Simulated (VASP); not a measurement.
Geometry relaxation, with input and output: MoH6 (part 3 of 5)

MoH6 (14 atoms in the cell); Kohn-Sham DFT of a periodic cell, PBE, VASP PAW PBE potentials, recommended, no spin polarisation (VASP 6.6.1); cutoff 520 eV, 12×12×2 k-mesh, Gaussian smearing of 0.1 eV. The structure was built on a prototype by a generator; it need not be a known phase.

Geometry of the input (Å; fractional positions):
```
2.8072  0.0000  0.0000
-1.4036  2.4311  0.0000
0.0000  0.0000  20.0150
H  0.0000  0.0000  0.8896
H  0.0000  0.0000  0.1104
H  0.6667  0.3333  0.6455
H  0.6667  0.3333  0.6080
H  0.3333  0.6667  0.7717
H  0.3333  0.6667  0.7341
H  0.0000  0.0000  0.4812
H  0.0000  0.0000  0.5188
H  0.6667  0.3333  0.2283
H  0.6667  0.3333  0.2659
H  0.3333  0.6667  0.3545
H  0.3333  0.6667  0.3920
Mo 0.6667  0.3333  0.9419
Mo 0.3333  0.6667  0.0581
```

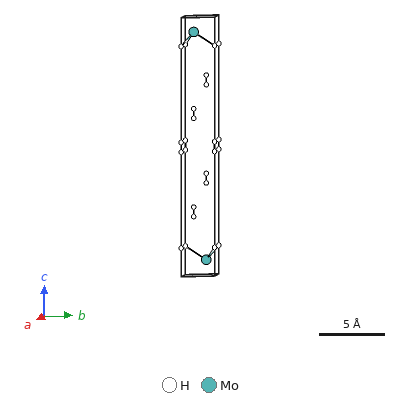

*The input geometry (ball-and-stick view of the cell of the calculation, seen at an oblique angle).*

### Parts of OUTCAR, continued
```
 Free energy of the ion-electron system (eV)
  ---------------------------------------------------
  ext. energy  EPLUGINS =         0.00000000
  ---------------------------------------------------
  free energy    TOTEN  =       -61.33861268 eV

  energy without entropy =      -61.32312916  energy(sigma->0) =      -61.33087092

------------------------ aborting loop because EDIFF is reached ----------------------------------------

  FORCE on cell =-STRESS in cart. coord.  units (eV):
  Direction    XX          YY          ZZ          XY          YZ          ZX
  --------------------------------------------------------------------------------------
  -------------------------------------------------------------------------------------
  Total        0.9758335      0.9758335     -0.3090542     -0.0000000      0.0000000      0.0000000
  in kB       11.4463663     11.4463663     -3.6251543     -0.0000000      0.0000000      0.0000000
  external PRESSURE =       6.4225261 kB  Pullay stress =       0.0000000 kB

 VOLUME and BASIS-vectors are now :
 -----------------------------------------------------------------------------
  energy-cutoff  :      520.00
  volume of cell :      136.59
      direct lattice vectors                 reciprocal lattice vectors
     2.807153890  0.000000000  0.000000000     0.356232697  0.205671044  0.000000000
    -1.403576950  2.431066580  0.000000000     0.000000000  0.411342087  0.000000000
     0.000000000  0.000000000 20.015000000     0.000000000  0.000000000  0.049962528

 POSITION                                       TOTAL-FORCE (eV/Angst)
 -----------------------------------------------------------------------------------
      0.00000      0.00000     17.80600         0.000000     -0.000000     -0.027162
      0.00000      0.00000      2.20900         0.000000      0.000000      0.027162
      1.40358      0.81036     12.92000         0.000000     -0.000000     -0.099302
      1.40358      0.81036     12.17000         0.000000     -0.000000      0.096851
     -0.00000      1.62071     15.44500         0.000000      0.000000     -0.103902
     -0.00000      1.62071     14.69400         0.000000      0.000000      0.116822
      0.00000      0.00000      9.63200         0.000000     -0.000000      0.133720
      0.00000      0.00000     10.38300         0.000000      0.000000     -0.133720
      1.40358      0.81036      4.57000         0.000000     -0.000000      0.103902
      1.40358      0.81036      5.32100         0.000000     -0.000000     -0.116822
     -0.00000      1.62071      7.09500         0.000000      0.000000      0.099302
     -0.00000      1.62071      7.84500         0.000000      0.000000     -0.096851
      1.40358      0.81036     18.85200         0.000000      0.000000      0.219531
     -0.00000      1.62071      1.16300        -0.000000      0.000000     -0.219531
 -----------------------------------------------------------------------------------
    total drift:                                0.000000      0.000000     -0.000000

  FREE ENERGIE OF THE ION-ELECTRON SYSTEM (eV)
  ---------------------------------------------------
  free  energy   TOTEN  =       -61.3386126829 eV

  energy  without entropy=      -61.3231291646  energy(sigma->0) =      -61.33087092

--------------------------------------- Ionic step        2  -------------------------------------------

 number of electron      40.0000013 magnetization

------------------------ aborting loop because EDIFF is reached ----------------------------------------

  FORCE on cell =-STRESS in cart. coord.  units (eV):
  Direction    XX          YY          ZZ          XY          YZ          ZX
  --------------------------------------------------------------------------------------
  -------------------------------------------------------------------------------------
  Total        0.4744864      0.4744864      1.3455278     -0.0000000      0.0000000      0.0000000
  in kB        5.5342991      5.5342991     15.6939227     -0.0000000      0.0000000      0.0000000
  external PRESSURE =       8.9208403 kB  Pullay stress =       0.0000000 kB

 VOLUME and BASIS-vectors are now :
 -----------------------------------------------------------------------------
  energy-cutoff  :      520.00
  volume of cell :      137.36
      direct lattice vectors                 reciprocal lattice vectors
     2.816593306 -0.000000000  0.000000000     0.355038833  0.204981767 -0.000000000
    -1.408296658  2.439241354  0.000000000     0.000000000  0.409963532 -0.000000000
     0.000000000  0.000000000 19.993684607     0.000000000  0.000000000  0.050015793

 POSITION                                       TOTAL-FORCE (eV/Angst)
 -----------------------------------------------------------------------------------
     -1.40830      2.43924     17.78573         0.000000     -0.000000      0.068477
      0.00000      0.00000      2.20796        -0.000000      0.000000     -0.068477
      1.40830      0.81308     12.90146         0.000000     -0.000000      0.265669
      1.40830      0.81308     12.16171        -0.000000     -0.000000     -0.267850
     -0.00000      1.62616     15.42354         0.000000     -0.000000      0.302326
     -0.00000      1.62616     14.68398        -0.000000     -0.000000     -0.289965
     -1.40830      2.43924      9.62819        -0.000000      0.000000     -0.356987
      0.00000      0.00000     10.36550         0.000000      0.000000      0.356987
      1.40830      0.81308      4.57014        -0.000000      0.000000     -0.302326
      1.40830      0.81308      5.30970         0.000000      0.000000      0.289965
     -0.00000      1.62616      7.09223        -0.000000     -0.000000     -0.265669
     -0.00000      1.62616      7.83198         0.000000      0.000000      0.267850
      1.40830      0.81308     18.84250        -0.000000     -0.000000     -0.025623
     -0.00000      1.62616      1.15118         0.000000      0.000000      0.025623
 -----------------------------------------------------------------------------------
    total drift:                                0.000000     -0.000000     -0.000000

  FREE ENERGIE OF THE ION-ELECTRON SYSTEM (eV)
  ---------------------------------------------------
  free  energy   TOTEN  =       -61.3401360238 eV

  energy  without entropy=      -61.3268705889  energy(sigma->0) =      -61.33350331

--------------------------------------- Ionic step        3  -------------------------------------------

 number of electron      40.0000011 magnetization

------------------------ aborting loop because EDIFF is reached ----------------------------------------

  FORCE on cell =-STRESS in cart. coord.  units (eV):
  Direction    XX          YY          ZZ          XY          YZ          ZX
  --------------------------------------------------------------------------------------
  -------------------------------------------------------------------------------------
  Total        0.7009737      0.7009737      0.5862021     -0.0000000     -0.0000000      0.0000000
  in kB        8.1967791      8.1967791      6.8547068     -0.0000000     -0.0000000      0.0000000
  external PRESSURE =       7.7494217 kB  Pullay stress =       0.0000000 kB

 VOLUME and BASIS-vectors are now :
 -----------------------------------------------------------------------------
  energy-cutoff  :      520.00
  volume of cell :      137.02
      direct lattice vectors                 reciprocal lattice vectors
     2.812345419 -0.000000000  0.000000000     0.355575099  0.205291380 -0.000000000
    -1.406172715  2.435562576  0.000000000     0.000000000  0.410582758 -0.000000000
     0.000000000  0.000000000 20.003276871     0.000000000  0.000000000  0.049991809

 POSITION                                       TOTAL-FORCE (eV/Angst)
 -----------------------------------------------------------------------------------
      2.81235     -0.00000     17.79485         0.000000      0.000000      0.026084
      0.00000      0.00000      2.20843        -0.000000     -0.000000     -0.026084
      1.40617      0.81185     12.90980         0.000000     -0.000000      0.098306
      1.40617      0.81185     12.16544        -0.000000      0.000000     -0.100719
     -0.00000      1.62371     15.43320         0.000000     -0.000000      0.115749
     -0.00000      1.62371     14.68849        -0.000000      0.000000     -0.103068
      0.00000     -0.00000      9.62990        -0.000000     -0.000000     -0.130463
      2.81235     -0.00000     10.37338         0.000000      0.000000      0.130463
      1.40617      0.81185      4.57008        -0.000000      0.000000     -0.115749
      1.40617      0.81185      5.31479         0.000000     -0.000000      0.103068
     -0.00000      1.62371      7.09348        -0.000000      0.000000     -0.098306
     -0.00000      1.62371      7.83784         0.000000     -0.000000      0.100719
      1.40617      0.81185     18.84677         0.000000     -0.000000      0.089563
     -0.00000      1.62371      1.15650        -0.000000      0.000000     -0.089563
 -----------------------------------------------------------------------------------
    total drift:                                0.000000      0.000000     -0.000000

  FREE ENERGIE OF THE ION-ELECTRON SYSTEM (eV)
  ---------------------------------------------------
  free  energy   TOTEN  =       -61.3434753833 eV

  energy  without entropy=      -61.3291101974  energy(sigma->0) =      -61.33629279

 E-fermi :  -0.0096     XC(G=0):  -7.5898     alpha+bet : -6.5692

 val. band max:       -0.0470851617   @ k =   0.4167   0.0000   0.5000
 cond. band min:       0.0190902051   @ k =   0.1667  -0.0000   0.0000
 fundamental gap:      0.0661753669
 Fermi energy:        -0.0096025778

 k-point     1 :       0.0000    0.0000    0.0000
  band No.  band energies     occupation
      1     -60.8482      2.00000
      2     -60.7219      2.00000
      3     -35.2697      2.00000
      4     -34.5731      2.00000
      5     -34.3498      2.00000
      6     -34.3498      2.00000
      7     -34.2543      2.00000
      8     -34.2543      2.00000
      9      -7.6251      2.00000
     10      -7.2233      2.00000
     11      -7.0276      2.00000
     12      -6.7397      2.00000
     13      -6.4782      2.00000
     14      -5.9684      2.00000
     15      -5.5382      2.00000
     16      -2.7558      2.00000
     17      -1.8532      2.00000
     18      -0.9821      2.00000
     19      -0.7630      2.00000
     20      -0.7630      2.00000
     21      -0.5889      2.00000
     22      -0.5889      2.00000
     23       1.7267      0.00000
     24       1.7267      0.00000
     25       2.8258      0.00000
     26       2.8258      0.00000
     27       2.9654      0.00000
     28       3.8827      0.00000

 k-point     2 :       0.0833    0.0000    0.0000
  band No.  band energies     occupation
      1     -60.8363      2.00000
      2     -60.7137      2.00000
      3     -35.2510      2.00000
      4     -34.5929      2.00000
      5     -34.4011      2.00000
      6     -34.3692      2.00000
      7     -34.3240      2.00000
      8     -34.2672      2.00000
      9      -7.4144      2.00000
     10      -7.1092      2.00000
     11      -6.9085      2.00000
     12      -6.5960      2.00000
     13      -6.3754      2.00000
     14      -5.8737      2.00000
     15      -5.4576      2.00000
     16      -2.7756      2.00000
     17      -1.8808      2.00000
     18      -1.2619      2.00000
     19      -0.8991      2.00000
     20      -0.6413      2.00000
     21      -0.5461      2.00000
     22      -0.4073      2.00000
     23       1.5743      0.00000
     24       1.6079      0.00000
     25       2.8541      0.00000
     26       3.1191      0.00000
     27       3.1775      0.00000
     28       4.1243      0.00000

 k-point     3 :       0.1667   -0.0000    0.0000
  band No.  band energies     occupation
      1     -60.8031      2.00000
      2     -60.6914      2.00000
      3     -35.2011      2.00000
      4     -34.7054      2.00000
      5     -34.5180      2.00000
      6     -34.4719      2.00000
      7     -34.4208      2.00000
      8     -34.3034      2.00000
      9      -6.8862      2.00000
     10      -6.7526      2.00000
     11      -6.5869      2.00000
     12      -6.2385      2.00000
     13      -6.0790      2.00000
     14      -5.6102      2.00000
     15      -5.2323      2.00000
     16      -2.8268      2.00000
     17      -2.3887      2.00000
     18      -1.6128      2.00000
     19      -1.0141      2.00000
     20      -0.5559      2.00000
     21       0.0191      0.68491
     22       0.1031      0.11105
     23       1.4001      0.00000
     24       1.4254      0.00000
     25       2.8814      0.00000
     26       3.5971      0.00000
     27       3.7819      0.00000
     28       4.7776      0.00000

 k-point     4 :       0.2500   -0.0000    0.0000
  band No.  band energies     occupation
      1     -60.7564      2.00000
      2     -60.6619      2.00000
      3     -35.1482      2.00000
      4     -34.9334      2.00000
      5     -34.7366      2.00000
      6     -34.5125      2.00000
      7     -34.4891      2.00000
      8     -34.3538      2.00000
      9      -6.3364      2.00000
     10      -6.1997      2.00000
     11      -6.0967      2.00000
     12      -5.8656      2.00000
     13      -5.6363      2.00000
     14      -5.2497      2.00000
     15      -4.9156      2.00000
     16      -3.1098      2.00000
     17      -2.8908      2.00000
     18      -1.7849      2.00000
     19      -1.0898      2.00000
     20       0.1539      0.02076
     21       0.2774      0.00005
     22       1.0427      0.00000
     23       1.4704      0.00000
     24       1.7166      0.00000
     25       2.8831      0.00000
     26       4.3422      0.00000
     27       4.4756      0.00000
     28       5.4979      0.00000

 k-point     5 :       0.3333   -0.0000    0.0000
  band No.  band energies     occupation
      1     -60.7072      2.00000
      2     -60.6341      2.00000
      3     -35.1971      2.00000
      4     -35.1601      2.00000
      5     -34.8515      2.00000
      6     -34.5556      2.00000
      7     -34.5421      2.00000
      8     -34.4048      2.00000
      9      -5.9719      2.00000
     10      -5.7437      2.00000
     11      -5.6335      2.00000
     12      -5.4927      2.00000
     13      -5.1838      2.00000
     14      -4.8777      2.00000
     15      -4.6057      2.00000
     16      -3.6698      2.00000
     17      -2.8245      2.00000
     18      -1.5838      2.00000
     19      -0.9760      2.00000
     20       0.1270      0.05330
     21       1.2630      0.00000
     22       1.8122      0.00000
     23       2.0188      0.00000
     24       2.6202      0.00000
     25       3.0341      0.00000
     26       5.1719      0.00000
     27       5.3550      0.00000
     28       5.9922      0.00000

 [... the levels of 18 k-points are left out ...]

 k-point    24 :       0.3333   -0.0000    0.5000
  band No.  band energies     occupation
      1     -60.7072      2.00000
      2     -60.6341      2.00000
      3     -35.1971      2.00000
      4     -35.1601      2.00000
      5     -34.8515      2.00000
      6     -34.5556      2.00000
      7     -34.5420      2.00000
      8     -34.4048      2.00000
      9      -5.9730      2.00000
     10      -5.7232      2.00000
     11      -5.6676      2.00000
     12      -5.4732      2.00000
     13      -5.1901      2.00000
     14      -4.8765      2.00000
     15      -4.6057      2.00000
     16      -3.6698      2.00000
     17      -2.8245      2.00000
     18      -1.5838      2.00000
     19      -0.9760      2.00000
     20       0.1270      0.05329
     21       1.2630      0.00000
     22       1.8123      0.00000
     23       2.0188      0.00000
     24       2.6202      0.00000
     25       3.0341      0.00000
     26       5.1054      0.00000
     27       5.5053      0.00000
     28       5.8544      0.00000

 [... further k-points ...]

[... ionic steps 4 to 28 ...]

--------------------------------------- Ionic step       29  -------------------------------------------

 number of electron      40.0000006 magnetization

------------------------ aborting loop because EDIFF is reached ----------------------------------------

  FORCE on cell =-STRESS in cart. coord.  units (eV):
  Direction    XX          YY          ZZ          XY          YZ          ZX
  --------------------------------------------------------------------------------------
  -------------------------------------------------------------------------------------
  Total        0.0997485      0.0997485      0.3270577     -0.0000000      0.0000000      0.0000000
  in kB        1.0990673      1.0990673      3.6036472     -0.0000000      0.0000000      0.0000000
  external PRESSURE =       1.9339273 kB  Pullay stress =       0.0000000 kB

 VOLUME and BASIS-vectors are now :
```
